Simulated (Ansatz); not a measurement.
Run report: MgF$_{2}$, band-structure calculation (part 2 of 2)

MgF$_{2}$ (P4₂/mnm, 6 atoms in the cell); DFT, HSE06, plane waves, PAW, no spin polarisation (Ansatz 0.2.0); cutoff 420 eV, 4×4×6 k-mesh, fixed occupations. The structure was built on a prototype by a generator. The geometry comes from this level: r2SCAN (a point of a series of strains). It belongs to a series of runs on one base structure; here: epitaxial_xy strain -4.0%.

Geometry of the input (Å; fractional positions):
```
4.4371  0.0000  0.0000
0.0000  4.4371  0.0000
0.0000  0.0000  3.1343
Mg 0.0000  0.0000  0.0000
Mg 0.5000  0.5000  0.5000
F  0.3044  0.3044  0.0000
F  0.1956  0.8044  0.5000
F  0.8044  0.1956  0.5000
F  0.6956  0.6956  0.0000
```

```
hybrid outer 2: dexx = +4.587e-7 eV, tail = 3.83e-8 eV, Δε = 2.93e-3 eV (about 1.20e-4 eV left of the loop's levels), ΔF = 7.76e-4 eV/Å (tail 4.27e-4)
NSCF: frozen V_eff on 6 k-points
hybrid SCF converged: 2 outer / 10 inner (+2 warm-up), last move |dexx| = 4.59e-7 eV, tail = 3.83e-8 eV
Stability not checked: this state was not tested for a lower state beside it, because the functional holds exact exchange (a hybrid, or Hartree-Fock), whose exchange loop this test does not read (fock_operator; see scf.lower_state_search)
Free energy (F): -7091.133145 eV
Frozen-core exchange: fock
Harris-Foulkes:  -7091.133145 eV  (|F-HF|=1.57e-9)
Internal energy: -7091.133145 eV  (E = F + TS)
E sigma→0 (E₀):  -7091.133145 eV
Fermi energy:    1.230615 eV
--- Per-component energies (eV) ---
  E_band       = -925.907994
  E_kinetic    = 998.248736
  E_local      = -5184.524187  (includes V_loc(G=0)·N_el)
  E_nonlocal   = 477.667780
  E_hartree    = 1868.831530
  E_xc         = -306.369789
  E_vxc        = -389.828071  (∫ρ·V_xc dr)
  E_exx        = -211.385670  (= α·E_x^exact, valence–valence)
  E_paw        = -1253.055585  (= ΣΔE_a)
  E_vpaw       = -142.374314  (= ΣTr[D̂ρ^β])
  E_aug_tail   = 0.008128  (compensation charges beyond the density's cutoff)
  E_ewald      = -3480.363536
  E_core_change = -0.190554  (= ΣΔE_core)
  E_smearing   = -0.000000  (= −TS)
  E_closure    = 0.000002  (closes the sum)
  Σ components = -7091.133145   (vs F -7091.133145, Δ=9.09e-13)
--- Forces (eV/Å), atoms counted from 1 ---
  atom   1  Mg    -0.00000000    -0.00000000    -0.00000000
  atom   2  Mg     0.00000000    -0.00000000    -0.00000000
  atom   3  F      0.00425749     0.00425749     0.00000000
  atom   4  F     -0.00425749     0.00425749    -0.00000000
  atom   5  F      0.00425749    -0.00425749     0.00000000
  atom   6  F     -0.00425749    -0.00425749    -0.00000000
  max |Σ_I F_I| component: 3.47e-18 eV/Å
--- Stress (GPa, compression-positive) ---
       10.041458       0.000000       0.000000
        0.000000      10.041458       0.000000
        0.000000       0.000000       1.158200
  P = ⅓ Tr σ = 7.0804 GPa (70.804 kbar)
--- Band table (eV; the first three rows and the last of 24) ---
  k-point 0: bands = ["-73.1711", "-73.1697", "-38.1182", "-38.1182", "-38.0831", "-38.0831", "-38.0717", "-38.0648", "-21.2534", "-20.2035", "-20.2035", "-20.1958", "-3.0466", "-1.5173", "-1.0709", "-0.8172", "-0.8172", "-0.7811", "-0.1229", "-0.1229", "0.5026", "1.0199", "1.0199", "1.2306", "10.9873", "16.1622", "16.1622", "17.1403", "18.7619"]
  k-point 1: bands = ["-73.1706", "-73.1694", "-38.1149", "-38.1149", "-38.0834", "-38.0834", "-38.0814", "-38.0756", "-21.1463", "-20.2245", "-20.1944", "-20.1944", "-2.8828", "-1.3274", "-1.2442", "-0.9010", "-0.7566", "-0.7566", "-0.2788", "-0.2788", "0.0502", "0.9073", "0.9073", "1.0624", "11.7698", "16.7635", "16.7635", "17.4786", "18.7883"]
  k-point 2: bands = ["-73.1695", "-73.1688", "-38.1077", "-38.1077", "-38.1006", "-38.0973", "-38.0848", "-38.0848", "-20.8762", "-20.3368", "-20.1761", "-20.1761", "-2.4647", "-1.4700", "-1.3186", "-0.8549", "-0.8549", "-0.8078", "-0.7613", "-0.2734", "-0.2734", "0.5838", "0.6087", "0.6087", "13.6095", "17.3078", "18.0765", "18.0765", "18.9527"]
  k-point 23: bands = ["-73.1687", "-73.1687", "-38.1090", "-38.1090", "-38.1037", "-38.1037", "-38.0865", "-38.0865", "-20.4894", "-20.4894", "-20.2329", "-20.2329", "-2.8263", "-2.8263", "-2.0764", "-2.0764", "-0.1912", "-0.1912", "0.0075", "0.0075", "0.6161", "0.6161", "0.8203", "0.8203", "17.1730", "17.1730", "18.0442", "18.0442", "18.6058"]
```

### File bands.tsv
```
# k_distance	band_0	band_1	band_2	band_3	band_4	band_5	band_6	band_7	band_8	band_9	band_10	band_11	band_12	band_13	band_14	band_15	band_16	band_17	band_18	band_19	band_20	band_21	band_22	band_23	band_24	band_25	band_26	band_27	band_28
# fermi_ev = 1.230615
# lock_threshold_ev = 1e-6
# [0, 0, 0] at k_distance = 0.000000
# [0, 0.5, 0] at k_distance = 0.708023
# [0.5, 0.5, 0] at k_distance = 1.416045
# [0, 0, 0.5] at k_distance = 2.832821
# [0, 0.5, 0.5] at k_distance = 3.540844
# [0.5, 0.5, 0.5] at k_distance = 4.248867
# levels_relative_to = fermi_ev
# free_energy_ev = -7091.133145
# largest_residual_norms_ev = 7.399e-5 7.368e-5 1.878e-4 1.881e-4 3.000e-4 3.013e-4 3.474e-4 3.450e-4 3.077e-4 3.096e-4 4.279e-4 4.306e-4 8.861e-4 8.866e-4 1.824e-3 1.788e-3 1.788e-3 1.476e-3 2.002e-3 2.005e-3 2.274e-3 2.312e-3 2.178e-3 2.393e-3 1.614e-3 1.625e-3 1.473e-3 1.474e-3 1.193e-3
0.000000	-74.401757	-74.400339	-39.348789	-39.348789	-39.313701	-39.313701	-39.302295	-39.295410	-22.484009	-21.434089	-21.434089	-21.426450	-4.277175	-2.747874	-2.301496	-2.047808	-2.047808	-2.011728	-1.353502	-1.353502	-0.728053	-0.210755	-0.210755	0.000000	9.756668	14.931592	14.931592	15.909673	17.531323
0.708023	-74.401046	-74.401046	-39.343552	-39.343552	-39.319368	-39.319368	-39.298841	-39.298841	-22.031623	-22.031623	-21.374055	-21.374055	-3.467894	-3.467894	-1.855064	-1.855064	-1.848894	-1.848894	-1.307439	-1.307439	-1.040130	-1.040130	-0.371179	-0.371179	12.342693	12.342693	16.114913	16.114913	19.060618
1.416045	-74.401040	-74.401040	-39.350286	-39.350286	-39.312973	-39.312973	-39.298825	-39.298825	-21.903993	-21.903993	-21.511237	-21.511237	-3.277688	-3.277688	-2.204447	-2.204447	-1.490831	-1.490831	-1.433264	-1.433264	-0.850542	-0.850542	-0.745015	-0.745015	14.107430	14.107430	14.355049	14.355049	20.665258
2.832821	-74.399342	-74.399342	-39.339727	-39.339727	-39.334047	-39.334047	-39.316762	-39.316762	-21.797432	-21.797432	-21.397503	-21.397503	-3.168220	-3.168220	-2.535710	-2.535710	-2.231608	-2.231608	-1.333179	-1.333179	-1.267539	-1.267539	-0.898385	-0.898385	14.482773	14.482773	17.605115	17.605115	18.264720
3.540844	-74.399337	-74.399337	-39.345798	-39.345798	-39.333260	-39.333260	-39.311699	-39.311699	-21.703169	-21.703169	-21.490105	-21.490105	-3.364626	-3.364626	-3.121048	-3.121048	-2.108916	-2.108916	-1.329990	-1.329990	-0.667655	-0.667655	-0.666759	-0.666759	15.587082	15.587082	16.280442	16.280442	18.825466
4.248867	-74.399326	-74.399326	-39.339607	-39.339607	-39.334298	-39.334298	-39.317150	-39.317150	-21.720058	-21.720058	-21.463476	-21.463476	-4.056893	-4.056893	-3.307056	-3.307056	-1.421790	-1.421790	-1.223130	-1.223130	-0.614518	-0.614518	-0.410326	-0.410326	15.942373	15.942373	16.813580	16.813580	17.375137
```

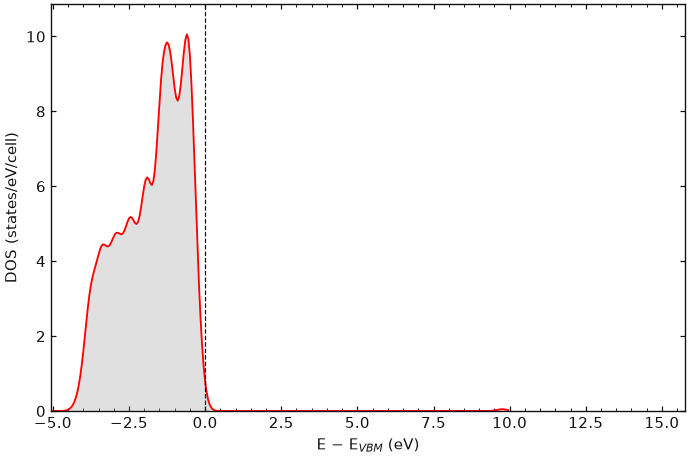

*Density of states (the curve is built from the levels of the k mesh with Gaussians 0.4 eV wide, which also blur the band edges), with energies from the valence-band top.*

There is a gap of 9.76 eV on the k-point mesh. Small ripples come from the finite k-point mesh.

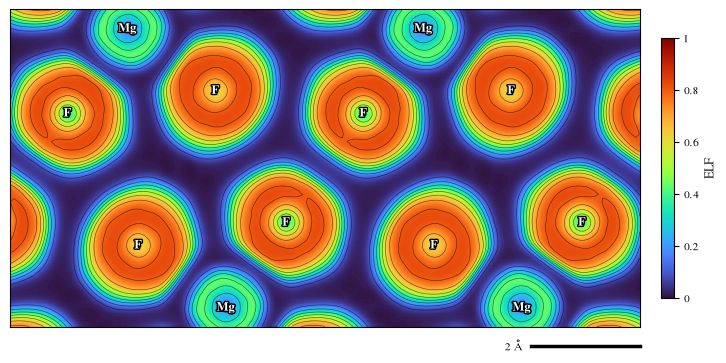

*ELF on the (111) plane of the conventional cell.*

Atoms in the plane: Mg and F. Mg–F (1.91 Å): the ELF is about 0.25 at the midpoint. Mg–F (1.99 Å): the ELF is about 0.20 at the midpoint, which marks a closed-shell, largely ionic contact. In a PAW calculation such maps are meaningful between the atoms, not at the nuclei.

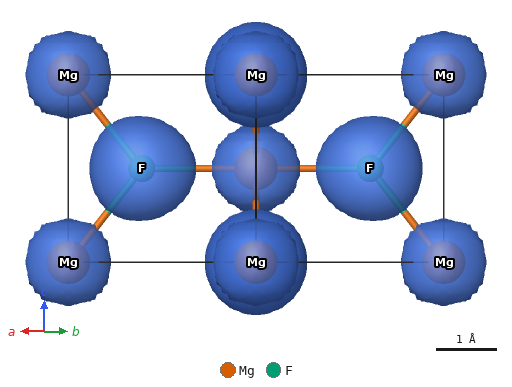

*Isosurface of the valence pseudo-density at 0.5 e/Å³ (blue), seen along [110]. Sticks mark near contacts. The outline is the cell set on symmetry axes.*

At this value the density breaks into separate islands; it holds about 85 % of the electrons treated as valence (semicore included). It is pinched off along the Mg–F (1.91 Å) and Mg–F (1.99 Å) contacts. On the grid the lowest density along these lines, outside the cores, is 0.36 e/Å³ (Mg–F, 1.91 Å) and 0.28 e/Å³ (Mg–F, 1.99 Å).
